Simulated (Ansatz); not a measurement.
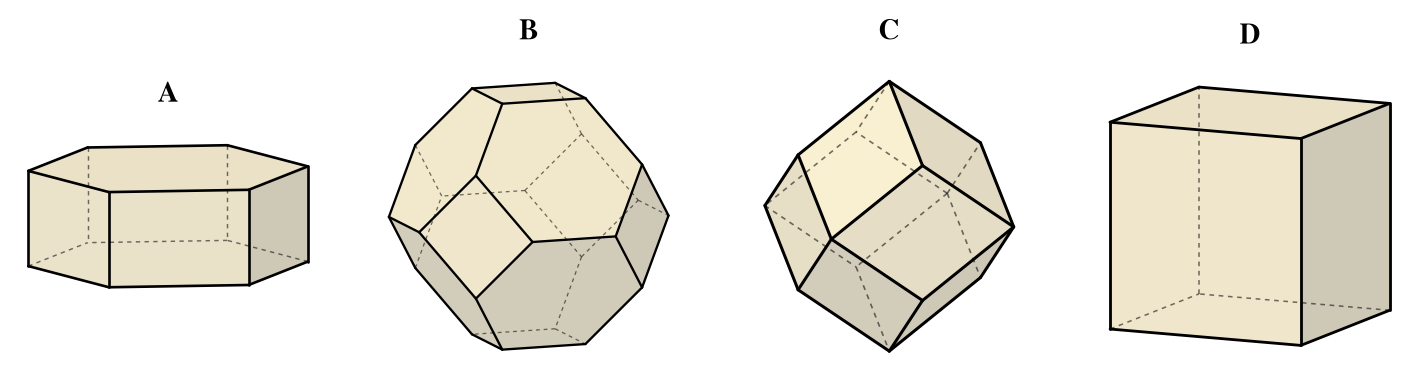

First Brillouin zones computed for the structures below (computed or model cells, partly hypothetical), each scaled to its frame and seen from the same direction (third Cartesian axis up).

Q: Match each zone to its crystal.
1. MoS2, P-3m1, No. 164, a = 3.19 Å, b = 3.19 Å, c = 6.95 Å, α = 90.00°, β = 90.00°, γ = 120.00°
2. BN, F-43m (No. 216), a = 3.58 Å, b = 3.58 Å, c = 3.58 Å, α = 90.00°, β = 90.00°, γ = 90.00°
3. In2O3, Ia-3, No. 206, a = 10.29 Å, b = 10.29 Å, c = 10.29 Å, α = 90.00°, β = 90.00°, γ = 90.00°
4. TiSi3, Pm-3m (No. 221), a = 3.80 Å, b = 3.80 Å, c = 3.80 Å, α = 90.00°, β = 90.00°, γ = 90.00°

A: A is 1 (primitive hexagonal, a hexagonal prism); B is 2 (face-centred cubic, a truncated octahedron); C is 3 (body-centred cubic, a rhombic dodecahedron); D is 4 (simple cubic, a parallelepiped).
